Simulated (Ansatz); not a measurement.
```
Ta N
1.0
     3.54770    0.00000    0.00000
     0.00000    3.54770    0.00000
     0.00000    0.00000    9.65882
Ta N
6 2
Direct
  0.00000 0.00000 0.50000
  0.50000 0.50000 0.00000
  0.50000 0.00000 0.25000
  0.00000 0.50000 0.75000
  0.00000 0.50000 0.25000
  0.50000 0.00000 0.75000
  0.00000 0.00000 0.00000
  0.50000 0.50000 0.50000
```

Space group I4/mmm; started from the TiAl3 (D0_22)_139 prototype, which need not be the ambient phase.

The calculation used Ansatz 0.2.0, DFT r2SCAN, scalar-relativistic, plane waves, PAW.

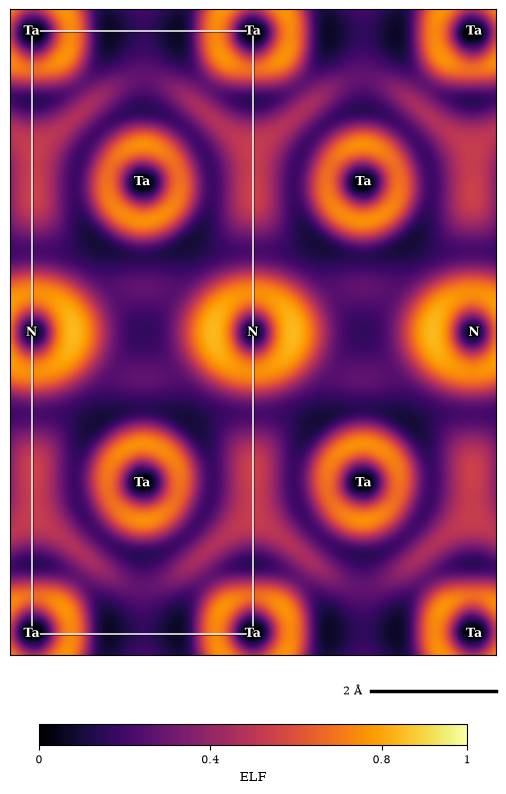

Ta$_{3}$N. Electron localisation function on the (100) plane of the conventional cell.

Core electrons are frozen (PAW), and the valence fields are smoothed inside the atomic spheres.

Q: Read the bonding off the picture.

A: The section cuts through Ta and N sites.
The features right at Ta lie inside the PAW spheres, where the map follows smoothed inner orbitals and isn't to be read closely.

Q: Does the calculation make it a metal, or give it a gap?

A: It is gapless in this calculation (a metal or semimetal); semilocal functionals without U, or without the true magnetic order, often close the gap of such compounds.
